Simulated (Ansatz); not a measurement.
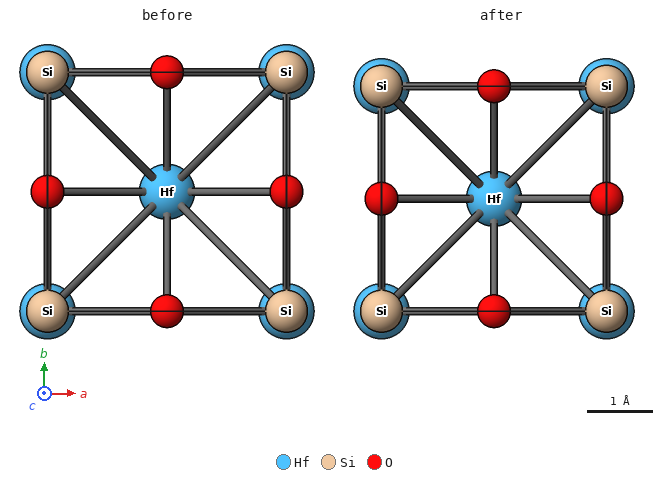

The structure of a crystal of Hf$_{2}$SiO$_{6}$ (a generated structure, set up in I4/mmm) (coarse preliminary run) before (left) and after (right) a relaxation, at one scale.

A ball-and-stick model of the conventional cell (2 times the calculation's cell), seen along the c axis. Lengths and directions refer to the drawn axes.

Level of theory: DFT PBE, scalar-relativistic, plane waves, PAW (Ansatz). (plane-wave cutoff 420 eV; k-point mesh 6 × 6 × 6; occupations gaussian; smearing width 0.1 eV; no spin polarisation; cell and atoms relaxed; force threshold 0.04 eV/Å; at most 70 steps)

What changed between the two?

Answer. The largest moves relative to the cell, 0.096 Å, are those of O atoms. Largest moves by element: O 0.096 Å, Hf 0.042 Å. Si stays in place. The volume changes by −15.9 %, with a = b 3.716 → 3.499 Å (−5.8 %), c 15.766 → 14.959 Å (−5.1 %). Some distances before and after: Hf–Si 3.716 → 3.483 Å, Hf–Hf 3.716 → 3.499 Å, Hf–O 2.276 → 2.172 Å. Among the angles between lasting bonds that change: Hf–O–Hf 109.5° → 107.3°. The space group stays I4/mmm (No. 139). After 4 accepted moves (7 points after the start) the energy has fallen by 1.852 eV per cell of the calculation. Largest force component: 0.75 eV/Å at the start, 0.0035 eV/Å at the end. Pressure: −26.01 GPa at the start and 0.03 GPa at the end. The line search rejected the trial step at point 2 of the run. The SCF was repeated twice at an unchanged geometry on a basis and grid sized afresh for the cell, which shifted the energy by 35.3 meV per cell of the calculation at most.
